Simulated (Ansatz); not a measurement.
# Run report: Fe, single-point calculation

Fe (1 atom in the cell), computed with DFT, PBE, all-electron PAW with datasets made for the crystal, scalar-relativistic, spin-polarised (Ansatz 0.2.0).

It belongs to a series of runs on one base structure; here: volume scaled by 0.8, crystal datasets. Figures and captions count atoms from 1; the log counts them from 0 in places.

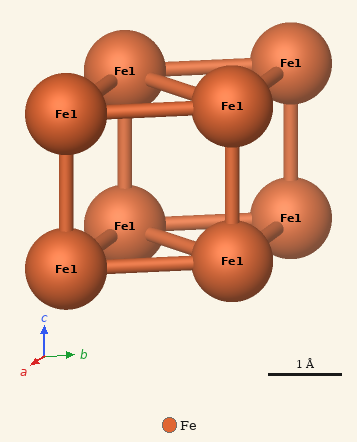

Fig. 1: The structure as given in the input (ball-and-stick view of the cell of the calculation, seen slightly off an axis; atoms are numbered from 1 in the order of the input). Near neighbours in the crystal (not all of them lie inside the picture): Fe has 8 Fe at 2.20 to 2.31 Å.

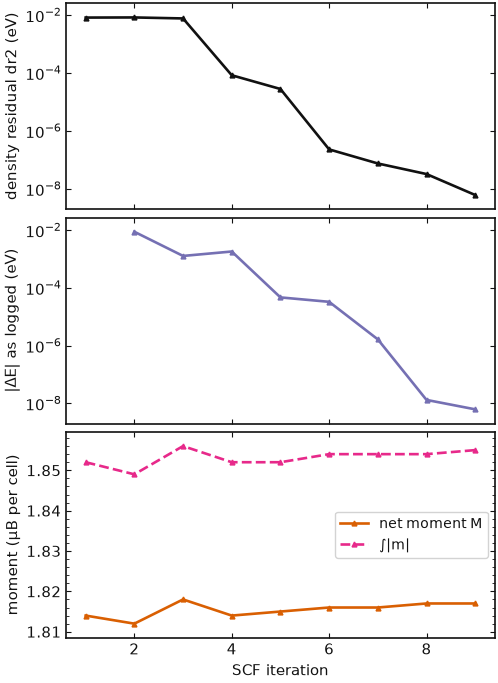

Fig. 2: Convergence of the self-consistent field: density residual dr2, size of the energy change and magnetic moment against the SCF iteration. The residual falls almost steadily, with no more than small rises. The net moment stays at 1.8 μB per cell.

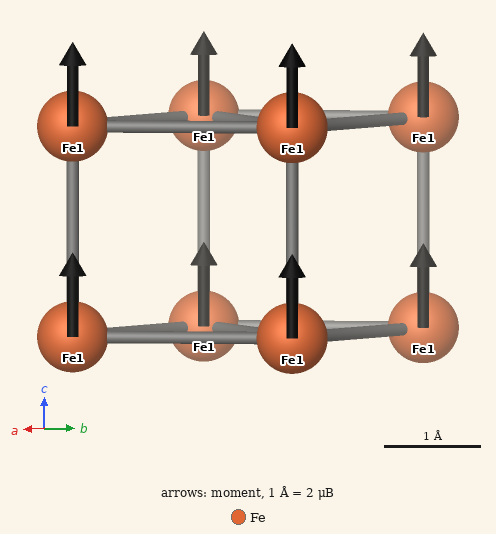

Fig. 3: Magnetic moments of the sites as black arrows (ball-and-stick view of the cell of the calculation, seen at an oblique angle; atoms are numbered from 1 in the order of the input); small moments hardly show. The run is collinear, so the axis drawn is arbitrary. Site moments: Fe1 (1.77 μB). They are counted near the atoms and needn't add up to the moment of the cell.

The input and output of the run follow.

Input file:
```yaml
crystal:
  lattice:
    - [2.3057350808, 0.0, 0.0]
    - [-1.1528675404, 1.9968251543, 0.0]
    - [0.0, 0.0, 2.202600379]
  atoms:
    - { symbol: Fe, position: [0.0, 0.0, 0.0], spin: 2.5 }
magnetization:
  spin_polarized: true
kpoints:
  mp_grid: { grid: [18, 18, 16] }
scf:
  occupations: { method: fermi_dirac, width: 0.08 }
hamiltonian:
  xc: pbe
  pseudopotentials: { kind: all_electron, datasets: crystal }
output:
  forces: true
  stress: true
  eigenvalues: true
```

Launch command:
```bash
ansatz run input.yaml --threads 1 --pin off --max-ram 3072MiB --backend cpu --events-out ev --progress --plain --runs-dir out
```

The program's output:
```
hamiltonian.pseudopotentials.datasets: crystal makes datasets for this crystal and solves the spheres of its atoms anew in each pass: cutoff 420.0 eV, the density's 1680.0 eV; recipe a29e215a6ded.33, for an error of 0.50 meV an atom under PBE, 0.5 meV for the cell; an energy difference from a run of another recipe may be off by several times the error for the cell, under r2SCAN by more, where some 0.1 meV an atom stays at smaller errors; Fe in spheres of 1.101 Å, 16 of its electrons in bands
Engine: ansatz 0.2.0, aarch64-unknown-linux-gnu
Pseudopotentials: kind: all_electron
Pseudopotential: Fe, paw, valence charge 16, recommended cutoff 420 eV (normal), crystal/all_electron/pbe/scalar/gaussian/Fe, Koelling and Harmon's equation, gaussian nucleus
Functional definition: PBE
  parameter kappa = 0.804
  parameter beta = 0.06672455060314922
  exchange = pbe_x(kappa = kappa, mu = beta*pi^2/3)
  correlation = pbe_c(beta = beta)
a search for the magnetic state begins, with frozen cores and fixed partial waves. It gives no result and prints no iterations
the search for the magnetic state of this step took 10 SCF iterations with frozen cores. It stayed in its first state, in which the spheres begin
Crystal: 1 atoms, lattice volume = 10.141 Å³
Basis set: ecut = 420 eV, 199 PW (Γ), exchange–correlation on 32×32×30 points (8 copies of the dense FFT grid, shifted against one another)
Bands: 14, of which v1, the nominal top of the filled ones, is band 8 counted from 1 (7 counted from 0)
Symmetry: 24 space group operations
Space group: P6/mmm (ITA 191), of the structure as read, at distance tolerance 2.2e-5 Å
Magnetic group: BNS 191.233 (UNI 1463), of the structure as read, at distance tolerance 2.2e-5 Å
k-points: 333 of 5184
Non-local potential: Fe, projectors of the file, l = 0: 2, l = 1: 2, l = 2: 2
PAW form: soft (Blöchl's): semilocal exchange-correlation on the pseudo side does not see the compensation charge
PAW one-centre angular grid: Fe, 590 points (default); XC on its mesh's 1863 points in the sphere
Initial density: read from a saved state, or passed on in memory by an earlier SCF of this step, an earlier step, the calling program or the single point that the run made first
Starting moments: Σ|m| = 2.5 μB on 1 of 1 site; this step starts from the density that it was given
Initial wavefunctions: pseudopotential atomic-orbital guess
Functional: x = pbe(κ = 0.804, μ = 0.2195149727645171), c = pbe(β = 0.06672455060314922)
iter 1 solved again at ethr=4.33e-5 eV; its pass at ethr=1.00e-1 eV (dr2=6.93e-3 eV) is discarded
SCF iter   1: F=—  HF=-34633.361631 eV  |F-HF|=—  |Δ(HF+E_count)|=         —  Δρ=1.22e-2 (↑1.22e-2 ↓5.97e-3)  dr2=8.32e-3  dr2_m=1.11e-3  M=1.814 μB ∫|m|=1.852 μB  β_m=0.30  ethr=4.33e-5  ⟨swp⟩=3.8  Hψ=57642  notcnv=0
preconditioner: auto → none  [metal: Δε(μ)=0.005 eV  Ē_g=16.585 eV  σ=0.080 eV  W_gap=0.02  n_scr=2 (ndim 8)  ℏωp=33.0 eV  f_vac=0.000  D(μ)=1.07/eV (n_scr^D=20)]
SCF iter   2: F=—  HF=-34633.352683 eV  |F-HF|=—  |Δ(HF+E_count)|=   8.95e-3  Δρ=1.05e-2 (↑1.05e-2 ↓5.27e-3)  dr2=8.41e-3  dr2_m=7.80e-4  M=1.812 μB ∫|m|=1.849 μB  β_m=0.54  ethr=4.33e-5  ⟨swp⟩=2.1  Hψ=15330  notcnv=0  defer=4
SCF iter   3: F=—  HF=-34633.351379 eV  |F-HF|=—  |Δ(HF+E_count)|=   1.30e-3  Δρ=6.22e-3 (↑6.22e-3 ↓4.05e-3)  dr2=7.77e-3  dr2_m=1.32e-4  M=1.818 μB ∫|m|=1.856 μB  β_m=0.43  ethr=4.33e-5  ⟨swp⟩=2.9  Hψ=17612  notcnv=0
iter 4 solved again at ethr=5.30e-7 eV; its pass at ethr=4.33e-5 eV (dr2=8.48e-5 eV) is discarded
SCF iter   4: F=—  HF=-34633.349533 eV  |F-HF|=—  |Δ(HF+E_count)|=   1.85e-3  Δρ=8.03e-4 (↑8.03e-4 ↓5.97e-4)  dr2=8.48e-5  dr2_m=1.82e-5  M=1.814 μB ∫|m|=1.852 μB  β_m=0.43  ethr=5.30e-7  ⟨swp⟩=2.0  Hψ=36126  notcnv=0  defer=1
SCF iter   5: F=—  HF=-34633.349580 eV  |F-HF|=—  |Δ(HF+E_count)|=   4.75e-5  Δρ=5.18e-4 (↑5.18e-4 ↓3.61e-4)  dr2=2.84e-5  dr2_m=8.84e-6  M=1.815 μB ∫|m|=1.852 μB  β_m=0.71  ethr=5.30e-7  ⟨swp⟩=2.0  Hψ=14955  notcnv=0
SCF iter   6: F=—  HF=-34633.349614 eV  |F-HF|=—  |Δ(HF+E_count)|=   3.34e-5  Δρ=1.49e-4 (↑1.49e-4 ↓1.01e-4)  dr2=2.33e-7  dr2_m=1.35e-6  M=1.816 μB ∫|m|=1.854 μB  β_m=0.86  ethr=1.77e-7  ⟨swp⟩=2.2  Hψ=15119  notcnv=0  defer=1
SCF iter   7: F=—  HF=-34633.349615 eV  |F-HF|=—  |Δ(HF+E_count)|=   1.67e-6  Δρ=4.70e-5 (↑4.70e-5 ↓3.34e-5)  dr2=7.61e-8  dr2_m=1.22e-7  M=1.816 μB ∫|m|=1.854 μB  β_m=0.93  ethr=1.46e-9  ⟨swp⟩=3.0  Hψ=18959  notcnv=0
SCF iter   8: F=—  HF=-34633.349615 eV  |F-HF|=—  |Δ(HF+E_count)|=   1.33e-8  Δρ=2.87e-5 (↑2.87e-5 ↓1.55e-5)  dr2=3.28e-8  dr2_m=3.30e-8  M=1.817 μB ∫|m|=1.854 μB  β_m=0.94  ethr=4.76e-10  ⟨swp⟩=2.6  Hψ=15882  notcnv=0
SCF iter   9: F=-34633.349615 eV  HF=-34633.349615 eV  |F-HF|=5.43e-9  |Δ(HF+E_count)|=   6.27e-9  Δρ=8.03e-6 (↑8.03e-6 ↓3.81e-6)  dr2=6.19e-9  dr2_m=1.28e-9  M=1.817 μB ∫|m|=1.855 μB  ethr=2.05e-10  ⟨swp⟩=2.2  Hψ=15150  notcnv=0
SCF 1 converged in 9 iterations: F = -34633.349618 eV  dr2 = 6.19e-9
  Residual-converged pass: ⟨swp⟩=2.8  Hψ=15420  notcnv=0  max |occ|·‖R‖ = 3.7e-6 eV (tolerance 3.7e-6 eV)  dr2=6.18e-9  dr2_m=1.27e-9  dr2_onsite=7.43e-9  max |Δocc| = 1.7e-8
  greatest PAW one-centre occupation: 1.000 electrons in one spin orbital (limit 2), on the Fe atom at site 0 (counted from 0), in its partial waves of l = 0
SCF converged after 9 iterations
Magnetization: 1.8167 μB (8.9084 up, 7.0916 down)
Absolute magnetization: 1.8546 μB (∫|ρ↑−ρ↓|)
Spin contamination: -0.0098 ħ² per cell (⟨S²⟩ above its minimum at these occupations)
Per-site moments (μB) at R_I (Å): [(1.7670827958733653, 0.9085726563375001)]
Free energy (F): -34633.349618 eV
Harris-Foulkes:  -34633.349618 eV  (|F-HF|=5.43e-9)
Internal energy: -34633.327291 eV  (E = F + TS)
E sigma→0 (E₀):  -34633.338454 eV
Entropy (-TS):   -0.022328 eV (-22.328 meV/atom)
Past the cutoff: the bands carry plane waves up to 1.75 times it, of which those up to 1.5 times it add -0.000435 eV an atom, each by itself; the spheres take 0.000242 eV an atom off the energy for waves past 1.75 times it
By the cutoff:   a pressure is off by up to 0.009 GPa (1.2 times the spheres' own share and the shells' term, over an atom's volume, and 0.004 GPa: a bound that held against runs at twice the plane waves)
Past the cutoffs: a stress includes 0.0017 GPa for waves and charges beyond them, in addition to the slope of what the spheres take
In the spheres:  the bands' charges fall short by 4.2e-7 e at most (sound up to 1e-3)
Fermi energy:    21.645777 eV
--- Per-component energies (eV) ---
  E_band       = -168.347179
  E_kinetic    = 240.995612
  E_local      = -1539.070453  (includes V_loc(G=0)·N_el)
  E_nonlocal   = -100.832509
  E_hartree    = 783.965325
  E_xc         = -70.352455
  E_vxc        = -91.786588  (∫ρ·V_xc dr)
  E_paw        = -35210.448951  (= ΣΔE_a)
  E_vpaw       = -3943.319593  (= ΣTr[D̂ρ^β])
  E_ewald      = -2435.323890
  E_smearing   = -0.022328  (= −TS)
  E_closure    = 3697.740031  (closes the sum)
  Σ components = -34633.349618   (vs F -34633.349618, Δ=0.00e0)
  The terms above E_closure are by the made datasets' own strengths, without shells solved beside the bands.
--- Forces (eV/Å), atoms counted from 1 ---
  atom   1  Fe     0.00000000     0.00000000     0.00000000
  max |Σ_I F_I| component: 1.64e-32 eV/Å
--- Stress (GPa, compression-positive) ---
       47.175682       0.000000       0.000000
        0.000000      47.175682       0.000000
        0.000000       0.000000      47.907466
  P = ⅓ Tr σ = 47.4196 GPa (474.196 kbar)
--- Band table (eV; the first three rows and the last of 666) ---
  k-point 0 ↑: bands = ["-66.5480", "-32.2311", "-32.1031", "-32.1031", "12.2942", "16.8674", "19.2092", "19.2092", "21.6179", "21.6179", "42.5172"]
  k-point 1 ↑: bands = ["-66.5432", "-32.2633", "-32.1004", "-32.1004", "12.4287", "16.9509", "19.2259", "19.2259", "21.5516", "21.5516", "41.1862"]
  k-point 2 ↑: bands = ["-66.5293", "-32.3548", "-32.0926", "-32.0926", "12.8208", "17.1951", "19.2735", "19.2735", "21.3660", "21.3660", "38.6845"]
  k-point 332 ↓: bands = ["-64.1380", "-30.6682", "-30.5991", "-30.5991", "18.7285", "18.7285", "20.9679", "20.9679", "24.2579", "33.4928", "35.8287"]
```

Key numbers:

```csv
quantity,value
outcome,converged
space group (tolerance 0.01 Å),P6/mmm (191)
electrons in bands (core shells apart),16
free energy,−34633.3496 eV
Fermi energy,21.646 eV
net moment of the cell,1.82 μB
integrated absolute moment,1.85 μB
pressure,47.42 GPa
largest force (length of the vector),under 0.001 eV/Å
hardware,"1 thread of Arm Neoverse V2, 24 GiB of memory available, shared host"
wall time,39 s
peak memory,0.79 GiB
```

Notes:

The cell is under a pressure of 47 GPa at this level, so it is not at its equilibrium volume.
